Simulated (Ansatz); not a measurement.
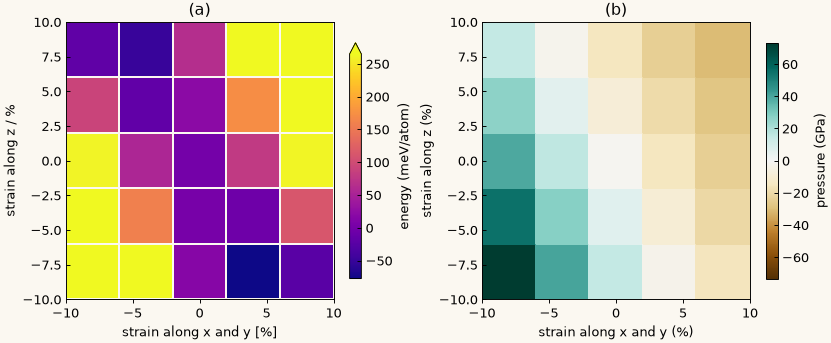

Ta (Fm-3m, No. 225; 1 atom in the cell). The cell is strained homogeneously, by one strain along x and y and another along z, with fractional coordinates fixed (x, y and z along the cube axes). First axis: strain along x and y. Second axis: strain along z. The grid has 5 × 5 points. All energies are given in meV/atom relative to the unstrained cell. The reference cell is the one listed in the database, not relaxed at this level. The calculation used Ansatz 0.2.0, DFT r2SCAN, scalar-relativistic, plane waves, PAW. Settings: cutoff 500 eV, k-mesh 20×20×20, gaussian smearing 0.15 eV, no spin polarisation.

Panel (a) is the energy and panel (b) the computed pressure on the same grid.

The picture shows one coloured cell a grid point, one colour for all values above the top of the scale.

How does the pressure vary over the map, and what is it at the lowest grid point?

It runs from −31 GPa at strain along x and y = 8 %, strain along z = 8 % to 73 GPa at strain along x and y = −8 %, strain along z = −8 %. At the lowest grid point, strain along x and y = 4 %, strain along z = −8 %, it is −3 GPa. That point lies on the edge of the scan.
